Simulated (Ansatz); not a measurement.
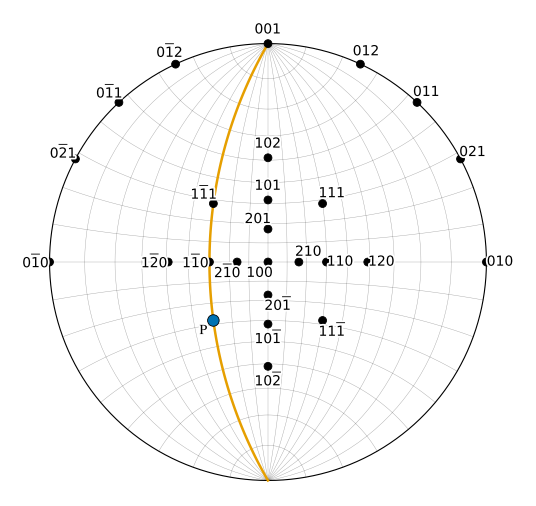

Crystal: Co, the input geometry of an electronic-structure calculation (not necessarily at equilibrium); the starting structure was generated, so it need not be a known form of this composition. Stereographic projection of plane normals (upper hemisphere) centred on (1 0 0). Symmetry computed with spglib at a tolerance of 0.002 Å; standard conventional cell.

a = 2.494 Å, b = 4.320 Å, c = 4.035 Å, α = 90.00°, β = 90.02°, γ = 90.00°.

Q: Index the pole marked P.

A: P is (1 −1 −1), 40.2° from the centre.

Q: Which zone does the coloured great circle trace?

A: The zone [1 1 0]: its poles satisfy h + k = 0.

Q: What is the angle between the normals of (2 0 −1) and (2 0 1), and what are their d_hkl = 1/|g|?

A: 34.4°; d = 1.192 Å and 1.191 Å.
